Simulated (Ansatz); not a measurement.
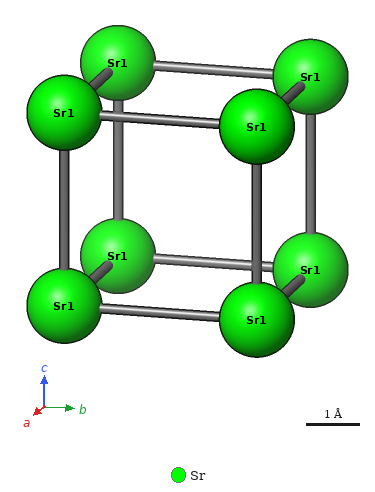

Fig. 1: The input geometry of the first run (ball-and-stick view of the cell of the calculation, seen slightly off an axis; atoms are numbered from 1 in the order of the input). Near neighbours in the crystal (not all of them lie inside the picture): Sr has 6 Sr at 3.80 Å.

# Sr: a changed input and its effect

System: Sr (1 atom in the cell).
Method of the first run: DFT, RPBE, plane waves (420 eV) with PAW, scalar-relativistic, no spin polarisation (Ansatz 0.2.0).

Text and figures count atoms from 1; the logs count them from 0 in places.

### Input file, the first run
```yaml
crystal:
  lattice:
    - [3.8018437314, 0.0, 0.0]
    - [0.0, 3.8018437314, 0.0]
    - [0.0, 0.0, 3.8018437314]
  atoms:
    - { symbol: Sr, position: [0.0, 0.0, 0.0] }
hamiltonian:
  xc: rpbe
  pseudopotentials:
    kind: paw
    azcp:
      Sr: "pseudopotentials/Sr.paw.azcp"
basis:
  ecutwfc: 420
  fft_grid_basis: typed
kpoints:
  mp_grid: { grid: [9, 9, 9], shift: [0, 0, 0] }
magnetization:
  spin_polarized: false
scf:
  occupations: { method: fermi_dirac, width: 0.1 }
  lower_state_search: "off"
output:
  stress: true
```

Hardware: 2 threads of an Arm (aarch64) CPU, shared host.

### Output, shortened to warnings, some set-up lines, iterations and results (the first run)
```
Basis set: ecut = 420 eV, 1045 PW (Γ)
Symmetry: 48 space group operations
k-points: 35 of 729
Initial density: superposition of atomic densities (neutral atoms: chi_scale 0, normalization atom), corrected by the library's trained network
[...]
SCF iter   1: F=—  HF=-3550.637299 eV  |F-HF|=—  |Δ(HF+E_count)|=         —  Δρ=2.49e-3  dr2=5.93e-3  ethr=1.77e-3  ⟨swp⟩=7.1  Hψ=2785  notcnv=0
SCF iter   2: F=—  HF=-3550.638821 eV  |F-HF|=—  |Δ(HF+E_count)|=   1.52e-3  Δρ=1.85e-3  dr2=3.47e-3  ethr=5.93e-5  ⟨swp⟩=1.9  Hψ=677  notcnv=0
SCF iter   3: F=—  HF=-3550.639428 eV  |F-HF|=—  |Δ(HF+E_count)|=   6.06e-4  Δρ=6.04e-4  dr2=4.99e-4  ethr=3.47e-5  ⟨swp⟩=1.0  Hψ=315  notcnv=0
SCF iter   4: F=—  HF=-3550.639413 eV  |F-HF|=—  |Δ(HF+E_count)|=   1.48e-5  Δρ=1.21e-4  dr2=3.05e-6  ethr=4.99e-6  ⟨swp⟩=1.8  Hψ=364  notcnv=0
SCF iter   5: F=—  HF=-3550.639408 eV  |F-HF|=—  |Δ(HF+E_count)|=   4.98e-6  Δρ=2.66e-5  dr2=3.76e-7  ethr=3.05e-8  ⟨swp⟩=2.2  Hψ=515  notcnv=0
SCF iter   6: F=-3550.639408 eV  HF=-3550.639408 eV  |F-HF|=9.93e-10  |Δ(HF+E_count)|=   1.41e-7  Δρ=4.15e-6  dr2=5.87e-9  ethr=1.00e-9  ⟨swp⟩=5.0  Hψ=1145  notcnv=0
SCF 1 converged in 6 iterations: F = -3550.639408 eV  dr2 = 5.87e-9
SCF converged after 6 iterations
Free energy (F): -3550.639408 eV
Harris-Foulkes:  -3550.639408 eV  (|F-HF|=9.93e-10)
Internal energy: -3550.598280 eV  (E = F + TS)
E sigma→0 (E₀):  -3550.618844 eV
Entropy (-TS):   -0.041127 eV (-41.127 meV/atom)
Fermi energy:    5.054788 eV
--- Per-component energies (eV) ---
  E_band       = -138.017658
  E_kinetic    = 242.121989
  E_local      = -785.910127  (includes V_loc(G=0)·N_el)
  E_nonlocal   = 201.514954
  E_hartree    = 201.869663
  E_xc         = -171.996570
  E_vxc        = -159.593308  (∫ρ·V_xc dr)
  E_paw        = -2700.812040  (= ΣΔE_a)
  E_vpaw       = -39.891795  (= ΣTr[D̂ρ^β])
  E_aug_tail   = -0.000001  (compensation charges beyond the density's cutoff)
  E_ewald      = -537.319268
  E_core_change = -0.066880  (= ΣΔE_core)
  E_smearing   = -0.041127  (= −TS)
  E_closure    = 0.000000  (closes the sum)
  Σ components = -3550.639408   (vs F -3550.639408, Δ=0.00e0)
--- Stress (GPa, compression-positive) ---
        0.938722       0.000000       0.000000
       -0.000000       0.938722       0.000000
       -0.000000       0.000000       0.938722
  P = ⅓ Tr σ = 0.9387 GPa (9.387 kbar)
```

The input of the second run differs as follows (lines with − go, lines with + come):
```diff
-    - [3.8018437314, 0.0, 0.0]
-    - [0.0, 3.8018437314, 0.0]
-    - [0.0, 0.0, 3.8018437314]
+    - [4.0704393652, 0.0, 0.0]
+    - [0.0, 4.0704393652, 0.0]
+    - [0.0, 0.0, 4.0704393652]
```

Predict how the results change.

With the same functional and potentials, the second run lies 12.5 meV per atom lower. The pressure goes from 0.94 to −0.42 GPa. The volume per atom goes from 54.95 to 67.44 Å³. The number of SCF iterations is the same. The plane waves at Γ go from 1045 to 1357.

### Output, shortened to warnings, some set-up lines, iterations and results (the second run)
```
Basis set: ecut = 420 eV, 1357 PW (Γ)
Symmetry: 48 space group operations
k-points: 35 of 729
Initial density: superposition of atomic densities (neutral atoms: chi_scale 0, normalization atom), corrected by the library's trained network
[...]
SCF iter   1: F=—  HF=-3550.650014 eV  |F-HF|=—  |Δ(HF+E_count)|=         —  Δρ=1.93e-3  dr2=4.22e-3  ethr=1.77e-3  ⟨swp⟩=7.7  Hψ=2820  notcnv=0
SCF iter   2: F=—  HF=-3550.651323 eV  |F-HF|=—  |Δ(HF+E_count)|=   1.31e-3  Δρ=1.45e-3  dr2=2.63e-3  ethr=4.22e-5  ⟨swp⟩=2.1  Hψ=692  notcnv=0
SCF iter   3: F=—  HF=-3550.651921 eV  |F-HF|=—  |Δ(HF+E_count)|=   5.99e-4  Δρ=4.80e-4  dr2=4.24e-4  ethr=2.63e-5  ⟨swp⟩=1.0  Hψ=315  notcnv=0
SCF iter   4: F=—  HF=-3550.651938 eV  |F-HF|=—  |Δ(HF+E_count)|=   1.69e-5  Δρ=5.77e-5  dr2=3.02e-6  ethr=4.24e-6  ⟨swp⟩=1.9  Hψ=369  notcnv=0
SCF iter   5: F=—  HF=-3550.651938 eV  |F-HF|=—  |Δ(HF+E_count)|=   2.75e-7  Δρ=1.93e-5  dr2=1.88e-7  ethr=3.02e-8  ⟨swp⟩=2.3  Hψ=511  notcnv=0
SCF iter   6: F=-3550.651938 eV  HF=-3550.651938 eV  |F-HF|=3.34e-9  |Δ(HF+E_count)|=   6.03e-9  Δρ=5.26e-6  dr2=1.11e-8  ethr=1.00e-9  ⟨swp⟩=4.9  Hψ=1069  notcnv=0
SCF 1 converged in 6 iterations: F = -3550.651938 eV  dr2 = 1.11e-8
SCF converged after 6 iterations
Free energy (F): -3550.651938 eV
Harris-Foulkes:  -3550.651938 eV  (|F-HF|=3.34e-9)
Internal energy: -3550.599777 eV  (E = F + TS)
E sigma→0 (E₀):  -3550.625858 eV
Entropy (-TS):   -0.052160 eV (-52.160 meV/atom)
Fermi energy:    3.763909 eV
--- Per-component energies (eV) ---
  E_band       = -153.239640
  E_kinetic    = 240.457776
  E_local      = -840.623170  (includes V_loc(G=0)·N_el)
  E_nonlocal   = 201.675990
  E_hartree    = 221.851762
  E_xc         = -171.210736
  E_vxc        = -158.501414  (∫ρ·V_xc dr)
  E_paw        = -2700.821278  (= ΣΔE_a)
  E_vpaw       = -39.951193  (= ΣTr[D̂ρ^β])
  E_aug_tail   = -0.000001  (compensation charges beyond the density's cutoff)
  E_ewald      = -501.863241
  E_core_change = -0.066880  (= ΣΔE_core)
  E_smearing   = -0.052160  (= −TS)
  E_closure    = 0.000000  (closes the sum)
  Σ components = -3550.651938   (vs F -3550.651938, Δ=0.00e0)
--- Stress (GPa, compression-positive) ---
       -0.423980       0.000000       0.000000
       -0.000000      -0.423980       0.000000
        0.000000       0.000000      -0.423980
  P = ⅓ Tr σ = -0.4240 GPa (-4.240 kbar)
```

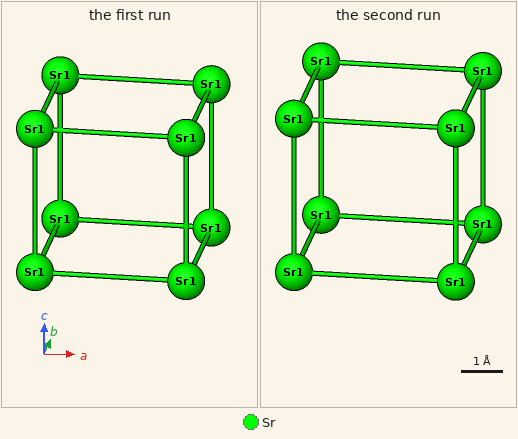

Fig. 2: The two input geometries at one scale (ball-and-stick view of the cell of the calculation, seen at an oblique angle). No atom moves by more than 0.005 Å relative to the cell. The drawn cell changes as follows: a = b = c 3.802 → 4.070 Å (+7.1 %); the volume changes by +22.7 %. Among the contacts that change: Sr1–Sr1 3.802 → 4.070 Å.

### The two runs side by side

| quantity | the first run | the second run |
| --- | --- | --- |
| outcome | converged | converged |
| free energy per atom (eV) | −3550.6394 | −3550.6519 |
| energy per atom, smearing taken to zero (eV) | −3550.6188 | −3550.6259 |
| pressure (GPa) | 0.94 | −0.42 |
| volume per atom (Å³) | 54.95 | 67.44 |
| SCF iterations | 6 | 6 |
| irreducible k-points | 35 | 35 |
| plane waves at Γ | 1045 | 1357 |
| wall time (shared host) | 0.54 s | 0.62 s |
